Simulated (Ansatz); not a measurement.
```cif
data_structure
_symmetry_space_group_name_H-M 'P 1'
_symmetry_Int_Tables_number 1
_cell_length_a 4.1826
_cell_length_b 4.1826
_cell_length_c 4.1826
_cell_angle_alpha 90.000
_cell_angle_beta 90.000
_cell_angle_gamma 90.000
_cell_volume 73.17
loop_
_atom_site_label
_atom_site_type_symbol
_atom_site_fract_x
_atom_site_fract_y
_atom_site_fract_z
_atom_site_occupancy
Ni1 Ni 0.00000 0.00000 0.00000 1
Ni2 Ni 0.50000 0.50000 0.00000 1
Ni3 Ni 0.50000 0.00000 0.50000 1
Ni4 Ni 0.00000 0.50000 0.50000 1
O1 O 0.50000 0.00000 0.00000 1
O2 O 0.00000 0.50000 0.00000 1
O3 O 0.00000 0.00000 0.50000 1
O4 O 0.50000 0.50000 0.50000 1
```

Space group Fm-3m; spin-polarised.

All numbers below come from Kohn-Sham DFT of a periodic cell, r2SCAN0, Ansatz PAW in Ansatz.

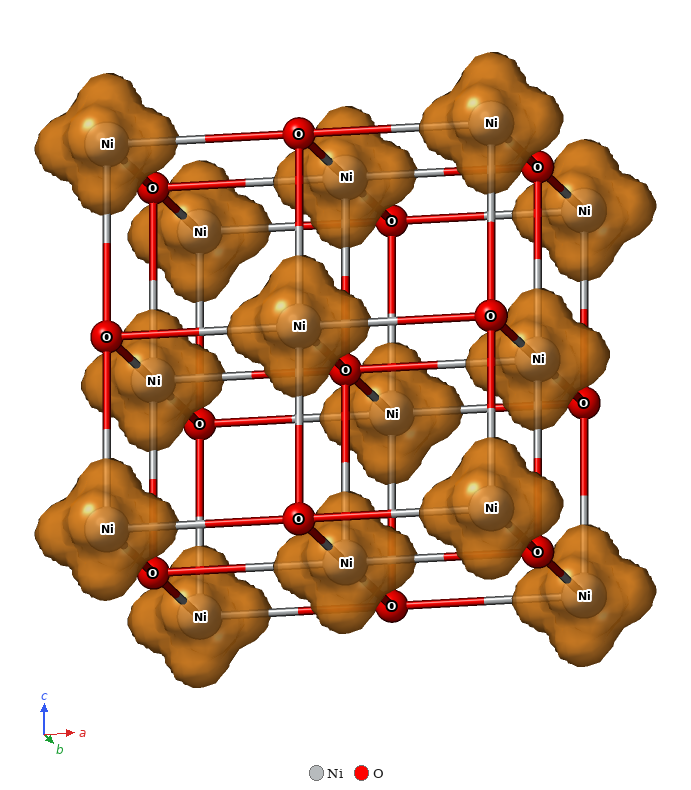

NiO. Isosurface of the spin density (up minus down) at +0.4 e/Å³ (orange), seen at an oblique angle. Sticks mark near contacts.

In a PAW calculation such maps are meaningful between the atoms, not at the nuclei.

Which atoms carry the moments, and with what signs?

The spin density sits on Ni: +1.8 μB (×4) in one cell of 8 atoms, with smaller moments on other sites: O (up to +0.21 μB): parallel main moments (a ferromagnetic arrangement) in this solution. The cell of the calculation (2 atoms) carries 2.0 μB of net spin moment.
